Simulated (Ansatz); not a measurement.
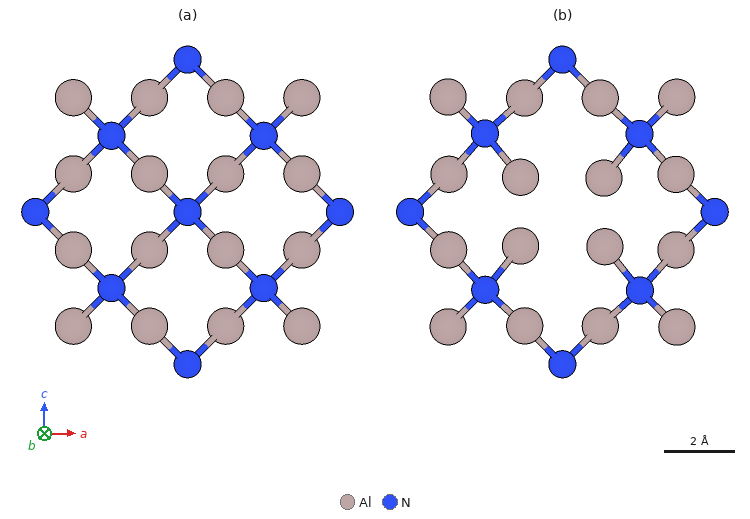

Left: perfect AlN. Right: the same region with one point defect, after relaxing the atoms in a supercell of 64 sites. Style: ball-and-stick. Shown: the atoms within 5.4 Å of one point, in a slice 3.4 Å thick across the line of sight, along the b axis.

These are results of Ansatz 0.2.0, DFT, PBEsol, PAW, plane waves, not measurements. Settings: plane-wave cutoff 420 eV; k-point mesh 1 × 1 × 1; mesh shifted by (0.25, 0.25, 0.25); no spin polarisation. Fermi-Dirac smearing of 0.01 eV. A uniform background neutralises the charged cell. The axes drawn are those of the host's conventional cell.

### Which defect is it?

A nitrogen atom is taken out (a vacancy).

The charge state of the cell is −1.

### What does the relaxation do around it?

Around the empty N site the host had 4 Al at 1.90 Å; after relaxation the nearest atoms are 4 Al at 1.81 to 1.86 Å. Of the host's atoms, an aluminium atom moves furthest from its site, by 0.20 Å.

Limits of the set-up: the cell is charged, on a uniform background, and energies carry no finite-size correction.
